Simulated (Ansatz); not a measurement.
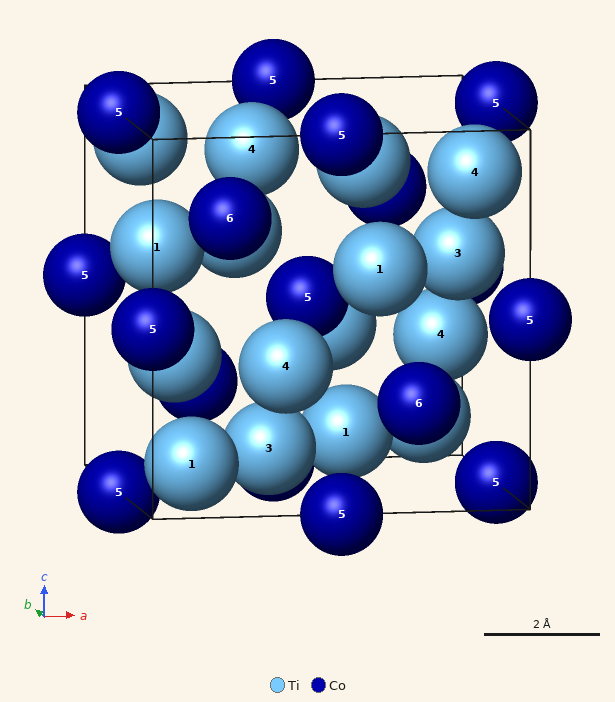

Figure 1. The structure (spheres-only view of the cell 4 times as large as that of the calculation, set on its symmetry axes, seen slightly off an axis; atoms are numbered from 1 in the order of the input).

# Ti$_{2}$Co: single-point calculation (part 1 of 2)

System: Ti$_{2}$Co (Fd-3m, 6 atoms in the cell).
Method: DFT PBEsol, scalar-relativistic, plane waves, PAW, spin-polarised (Ansatz 0.2.0).

The structure derives from an entry of the Crystallography Open Database. It belongs to a series of runs on one base structure; here: small parallel starting moments. Figures and captions count atoms from 1; the log counts them from 0 in places.

Input:
```yaml
crystal:
  lattice:
    - [0.0, 3.365, 3.365]
    - [3.365, 0.0, 3.365]
    - [3.365, 3.365, 0.0]
  atoms:
    - { symbol: Ti, position: [0.125, 0.125, 0.125] }
    - { symbol: Ti, position: [0.625, 0.125, 0.125] }
    - { symbol: Ti, position: [0.125, 0.125, 0.625] }
    - { symbol: Ti, position: [0.125, 0.625, 0.125] }
    - { symbol: Co, position: [0.5, 0.5, 0.5], spin: 0.5 }
    - { symbol: Co, position: [0.75, 0.75, 0.75], spin: 0.5 }
basis:
  ecutwfc: 420
kpoints:
  mp_grid: { grid: [10, 10, 10] }
hamiltonian:
  xc: pbesol
scf:
  occupations: { method: gaussian, width: 0.1 }
  lower_state_search: "off"
output:
  forces: true
  stress: true
  eigenvalues: true
  populations: true
  write_density: true
  write_potential: true
  elf: true
  volumetric_format: npy
magnetization:
  spin_polarized: true
```

Run on 1 thread of Intel Xeon @ 2.50GHz (Skylake/Cascade Lake), 192 GiB of memory available, shared host.

Launch command:
```bash
ansatz run input.yaml --threads 1 --pin off --max-ram 2560MiB --backend cpu --events-out ev --progress --plain --runs-dir out
```

What the program printed:
```
Engine: ansatz 0.2.0, x86_64-unknown-linux-gnu
Pseudopotentials: kind: paw
Pseudopotential: Ti, paw, valence charge 12, recommended cutoff 420 eV (normal), Ti.paw.azcp
Pseudopotential: Co, paw, valence charge 17, recommended cutoff 420 eV (normal), Co.paw.azcp
Functional definition: PBEsol
  exchange = pbesol_x
  correlation = pbesol_c
Crystal: 6 atoms, lattice volume = 76.205 Å³
Basis set: ecut = 420 eV, 1459 PW (Γ), exchange–correlation on 64×64×64 points (8 copies of the dense FFT grid, shifted against one another)
Bands: 50, of which v1, the nominal top of the filled ones, is band 41 counted from 1 (40 counted from 0)
Symmetry: 48 space group operations
Space group: Fd-3m (ITA 227), of the structure as read, at distance tolerance 4.2e-5 Å
Magnetic group: BNS 227.128 (UNI 1630), of the structure as read, at distance tolerance 4.2e-5 Å
k-points: 47 of 1000
Non-local potential: Ti, projectors of the file, l = 0: 3, l = 1: 2, l = 2: 3, l = 3: 1
Non-local potential: Co, projectors of the file, l = 0: 3, l = 1: 2, l = 2: 3, l = 3: 1
PAW form: soft (Blöchl's): semilocal exchange-correlation on the pseudo side does not see the compensation charge
PAW frozen core: Ti, regenerated for the run's functional, and the local potential with it (the file was generated under x = pbe(κ = 0.804, μ = 0.2195149727645171), c = pbe(β = 0.06672455060314922))
PAW frozen core: Co, regenerated for the run's functional, and the local potential with it (the file was generated under x = pbe(κ = 0.804, μ = 0.2195149727645171), c = pbe(β = 0.06672455060314922))
PAW one-centre angular grid: Ti, 590 points (default); XC on 64 Gauss nodes
PAW one-centre angular grid: Co, 590 points (default); XC on 64 Gauss nodes
Initial density: superposition of atomic densities (chi_scale 0.1, normalization cell)
Starting moments: Σ|m| = 1 μB on 2 of 6 sites
Initial wavefunctions: pseudopotential atomic-orbital guess
Functional: x = pbesol(κ = 0.804, μ = 0.12345679012345678), c = pbesol(β = 0.046)
SCF iter   1: F=—  HF=-20080.445021 eV  |F-HF|=—  |Δ(HF+E_count)|=         —  Δρ=1.50e-1 (↑7.84e-2 ↓1.50e-1)  dr2=3.87e1  dr2_m=9.80e-1  M=1.920 μB ∫|m|=1.994 μB  β_m=1.00  ethr=3.10e-3  ⟨swp⟩=4.7  Hψ=15375  notcnv=0  defer=1
preconditioner: auto → Kerker (q_TF=auto, 2.762 Å⁻¹)  [metal: Δε(μ)=0.001 eV  Ē_g=3.449 eV  σ=0.100 eV  W_gap=0.01  n_scr=26 (ndim 8)  ℏωp=24.8 eV  f_vac=0.000  D(μ)=9.18/eV (n_scr^D=136)]
spin=Collinear: Kerker preconditioning applied to the charge; magnetization (m = ρ↑ − ρ↓) channel mixes plain (no charge-response kernel on spin).
SCF iter   2: F=—  HF=-20083.399248 eV  |F-HF|=—  |Δ(HF+E_count)|=    2.95e0  Δρ=2.27e-1 (↑1.17e-1 ↓2.27e-1)  dr2=7.27e1  dr2_m=2.34e0  M=0.252 μB ∫|m|=0.463 μB  β_m=0.30  ethr=3.10e-3  ⟨swp⟩=3.1  Hψ=11622  notcnv=0  defer=201
SCF iter   3: F=—  HF=-20078.800870 eV  |F-HF|=—  |Δ(HF+E_count)|=    4.60e0  Δρ=2.34e-2 (↑1.99e-2 ↓2.34e-2)  dr2=7.84e-1  dr2_m=1.31e-1  M=0.977 μB ∫|m|=1.202 μB  β_m=0.30  ethr=3.10e-3  ⟨swp⟩=3.0  Hψ=10400  notcnv=0  defer=208
SCF iter   4: F=—  HF=-20078.748541 eV  |F-HF|=—  |Δ(HF+E_count)|=   5.23e-2  Δρ=4.87e-2 (↑3.28e-2 ↓4.87e-2)  dr2=5.44e0  dr2_m=5.23e-2  M=1.470 μB ∫|m|=1.669 μB  β_m=1.00  ethr=9.56e-4  ⟨swp⟩=2.9  Hψ=9165  notcnv=0  defer=210
SCF iter   5: F=—  HF=-20078.571765 eV  |F-HF|=—  |Δ(HF+E_count)|=   1.77e-1  Δρ=1.21e-2 (↑1.21e-2 ↓7.75e-3)  dr2=1.05e-1  dr2_m=5.62e-2  M=1.202 μB ∫|m|=1.483 μB  β_m=0.30  ethr=9.56e-4  ⟨swp⟩=2.1  Hψ=6255  notcnv=0  defer=210
SCF iter   6: F=—  HF=-20078.585287 eV  |F-HF|=—  |Δ(HF+E_count)|=   1.35e-2  Δρ=9.21e-3 (↑9.21e-3 ↓6.90e-3)  dr2=9.60e-3  dr2_m=4.40e-2  M=1.149 μB ∫|m|=1.449 μB  β_m=0.30  ethr=1.28e-4  ⟨swp⟩=2.9  Hψ=8553  notcnv=0  defer=215
SCF iter   7: F=—  HF=-20078.594655 eV  |F-HF|=—  |Δ(HF+E_count)|=   9.37e-3  Δρ=8.43e-3 (↑5.58e-3 ↓8.43e-3)  dr2=9.48e-3  dr2_m=3.37e-2  M=1.113 μB ∫|m|=1.419 μB  β_m=0.30  ethr=1.17e-5  ⟨swp⟩=2.2  Hψ=6654  notcnv=0  defer=215
SCF iter   8: F=—  HF=-20078.601036 eV  |F-HF|=—  |Δ(HF+E_count)|=   6.38e-3  Δρ=6.11e-3 (↑6.11e-3 ↓1.45e-3)  dr2=1.75e-2  dr2_m=9.47e-3  M=1.151 μB ∫|m|=1.454 μB  β_m=1.00  ethr=1.16e-5  ⟨swp⟩=2.0  Hψ=5864  notcnv=0  defer=215
SCF iter   9: F=—  HF=-20078.606386 eV  |F-HF|=—  |Δ(HF+E_count)|=   5.35e-3  Δρ=1.95e-3 (↑1.95e-3 ↓3.22e-4)  dr2=3.04e-3  dr2_m=5.95e-4  M=1.138 μB ∫|m|=1.442 μB  β_m=0.30  ethr=1.16e-5  ⟨swp⟩=2.0  Hψ=5018  notcnv=0  defer=213
SCF iter  10: F=—  HF=-20078.606645 eV  |F-HF|=—  |Δ(HF+E_count)|=   2.59e-4  Δρ=1.25e-3 (↑1.25e-3 ↓5.43e-4)  dr2=4.02e-4  dr2_m=5.38e-4  M=1.136 μB ∫|m|=1.440 μB  β_m=0.30  ethr=3.71e-6  ⟨swp⟩=1.0  Hψ=4541  notcnv=0  defer=213
Mixer restart at iter 10: flushing history
spin-set hold released at iteration 10 (site moments contracting): the magnetisation degrees of freedom join the quasi-Newton model from the next iteration; the mixer history was flushed
SCF iter  11: F=—  HF=-20078.606870 eV  |F-HF|=—  |Δ(HF+E_count)|=   2.25e-4  Δρ=1.61e-3 (↑3.97e-4 ↓1.61e-3)  dr2=1.12e-3  dr2_m=6.98e-4  M=1.130 μB ∫|m|=1.432 μB  β_m=0.42  ethr=4.90e-7  ⟨swp⟩=2.0  Hψ=5760  notcnv=0  defer=213
SCF iter  12: F=—  HF=-20078.607275 eV  |F-HF|=—  |Δ(HF+E_count)|=   4.05e-4  Δρ=1.83e-3 (↑1.83e-3 ↓1.81e-3)  dr2=9.10e-3  dr2_m=3.16e-5  M=1.152 μB ∫|m|=1.450 μB  β_m=0.04  ethr=4.90e-7  ⟨swp⟩=2.0  Hψ=8329  notcnv=0  defer=213  recentre
SCF iter  13: F=—  HF=-20078.606883 eV  |F-HF|=—  |Δ(HF+E_count)|=   3.92e-4  Δρ=7.32e-4 (↑7.32e-4 ↓7.19e-4)  dr2=1.00e-5  dr2_m=3.64e-4  M=1.136 μB ∫|m|=1.437 μB  β_m=0.15  ethr=4.90e-7  ⟨swp⟩=2.0  Hψ=5960  notcnv=0  defer=213
SCF iter  14: F=—  HF=-20078.607080 eV  |F-HF|=—  |Δ(HF+E_count)|=   1.97e-4  Δρ=3.82e-4 (↑2.56e-4 ↓3.82e-4)  dr2=1.92e-5  dr2_m=6.99e-5  M=1.140 μB ∫|m|=1.437 μB  β_m=0.65  ethr=1.22e-8  ⟨swp⟩=2.5  Hψ=8538  notcnv=0  defer=213
SCF iter  15: F=—  HF=-20078.607143 eV  |F-HF|=—  |Δ(HF+E_count)|=   6.32e-5  Δρ=6.52e-4 (↑2.01e-4 ↓6.52e-4)  dr2=5.17e-4  dr2_m=3.69e-5  M=1.144 μB ∫|m|=1.432 μB  β_m=0.65  ethr=1.22e-8  ⟨swp⟩=2.2  Hψ=8460  notcnv=0  defer=213
SCF iter  16: F=—  HF=-20078.607140 eV  |F-HF|=—  |Δ(HF+E_count)|=   3.09e-6  Δρ=2.03e-4 (↑2.03e-4 ↓1.31e-4)  dr2=6.83e-5  dr2_m=2.15e-6  M=1.152 μB ∫|m|=1.434 μB  β_m=0.83  ethr=1.22e-8  ⟨swp⟩=2.0  Hψ=8418  notcnv=0  defer=213
SCF iter  17: F=—  HF=-20078.607145 eV  |F-HF|=—  |Δ(HF+E_count)|=   5.62e-6  Δρ=9.02e-5 (↑9.02e-5 ↓6.06e-5)  dr2=7.44e-6  dr2_m=2.64e-6  M=1.150 μB ∫|m|=1.428 μB  β_m=0.91  ethr=1.22e-8  ⟨swp⟩=2.5  Hψ=8654  notcnv=0  defer=213
SCF iter  18: F=—  HF=-20078.607155 eV  |F-HF|=—  |Δ(HF+E_count)|=   1.02e-5  Δρ=3.94e-4 (↑1.74e-4 ↓3.94e-4)  dr2=2.25e-4  dr2_m=1.20e-5  M=1.144 μB ∫|m|=1.418 μB  β_m=0.91  ethr=9.08e-9  ⟨swp⟩=3.0  Hψ=8688  notcnv=0  defer=213
SCF iter  19: F=—  HF=-20078.607152 eV  |F-HF|=—  |Δ(HF+E_count)|=   3.67e-6  Δρ=1.84e-4 (↑1.07e-4 ↓1.84e-4)  dr2=5.61e-5  dr2_m=1.64e-6  M=1.140 μB ∫|m|=1.413 μB  β_m=0.76  ethr=9.08e-9  ⟨swp⟩=2.0  Hψ=6105  notcnv=0  defer=213
SCF iter  20: F=—  HF=-20078.607150 eV  |F-HF|=—  |Δ(HF+E_count)|=   1.83e-6  Δρ=4.07e-5 (↑2.28e-5 ↓4.07e-5)  dr2=2.78e-6  dr2_m=8.23e-8  M=1.141 μB ∫|m|=1.414 μB  β_m=0.88  ethr=9.08e-9  ⟨swp⟩=2.0  Hψ=5830  notcnv=0  defer=213
SCF iter  21: F=—  HF=-20078.607150 eV  |F-HF|=—  |Δ(HF+E_count)|=  5.53e-10  Δρ=1.34e-5 (↑7.58e-6 ↓1.34e-5)  dr2=2.95e-7  dr2_m=8.19e-9  M=1.140 μB ∫|m|=1.413 μB  β_m=0.94  ethr=3.39e-9  ⟨swp⟩=1.0  Hψ=4487  notcnv=0  defer=213
SCF iter  22: F=-20078.607150 eV  HF=-20078.607150 eV  |F-HF|=9.09e-10  |Δ(HF+E_count)|=   3.71e-9  Δρ=8.74e-7 (↑4.87e-7 ↓8.74e-7)  dr2=1.08e-9  dr2_m=7.78e-11  M=1.140 μB ∫|m|=1.413 μB  ethr=1.22e-10  ⟨swp⟩=11.8  Hψ=29142  notcnv=0
SCF 1 converged in 22 iterations: F = -20078.607150 eV  dr2 = 1.08e-9
  greatest PAW one-centre occupation: 1.000 electrons in one spin orbital (limit 2), on the Co atom at site 5 (counted from 0), in its partial waves of l = 0
```

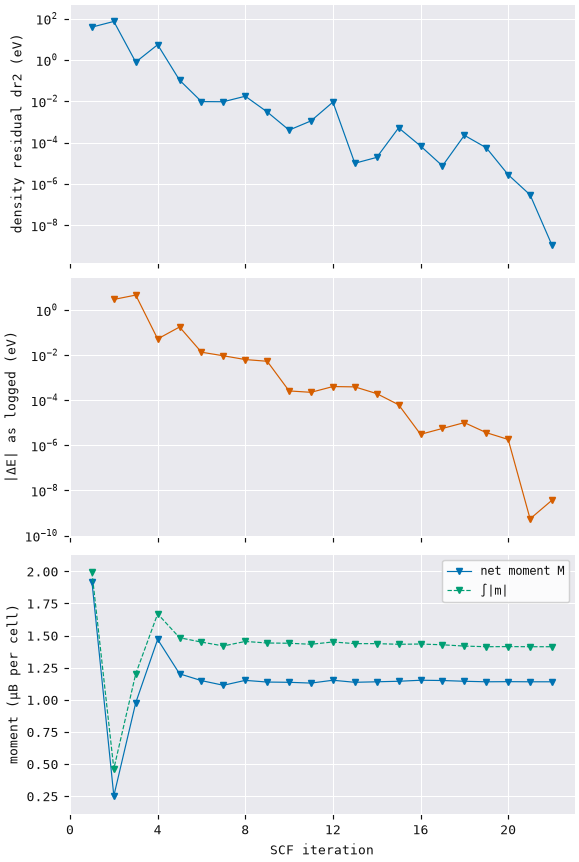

Figure 2. Convergence of the self-consistent field: density residual dr2, size of the energy change and magnetic moment against the SCF iteration. The residual falls unevenly and jumps up by a factor of two or more 5 times on the way down. The net moment goes from 1.9 to 1.1 μB per cell, with excursions between 0.3 and 1.9 on the way.

```
SCF converged after 22 iterations
Magnetization: 1.1395 μB (41.5698 up, 40.4302 down)
Absolute magnetization: 1.4299 μB (∫|ρ↑−ρ↓|, with the PAW one-centre terms)
Spin contamination: 0.0645 ħ² per cell (⟨S²⟩ above its minimum at these occupations)
Per-site moments (μB) at R_I (Å): [(0.0330710355798016, 0.981508406460752), (0.03307103557980133, 0.981508406460752), (0.033071035579801476, 0.981508406460752), (0.033071035579801414, 0.981508406460752), (0.5386356019967733, 1.1509206245156731), (0.5386356019967729, 1.1509206245156731)]
Free energy (F): -20078.607150 eV
Harris-Foulkes:  -20078.607150 eV  (|F-HF|=9.09e-10)
Internal energy: -20078.562755 eV  (E = F + TS)
E sigma→0 (E₀):  -20078.584953 eV
Entropy (-TS):   -0.044395 eV (-7.399 meV/atom)
Fermi energy:    17.064328 eV
--- Per-component energies (eV) ---
  E_band       = -937.629957
  E_kinetic    = 2032.336139
  E_local      = -8945.193010  (includes V_loc(G=0)·N_el)
  E_nonlocal   = 952.907178
  E_hartree    = 3797.522587
  E_xc         = -711.517210
  E_vxc        = -907.424338  (∫ρ·V_xc dr)
  E_paw        = -7060.746783  (= ΣΔE_a)
  E_vpaw       = -1665.299500  (= ΣTr[D̂ρ^β])
  E_aug_tail   = 0.000560  (compensation charges beyond the density's cutoff)
  E_ewald      = -10144.806592
  E_core_change = 0.934376  (= ΣΔE_core)
  E_smearing   = -0.044395  (= −TS)
  E_closure    = -0.000000  (closes the sum)
  Σ components = -20078.607150   (vs F -20078.607150, Δ=0.00e0)
```
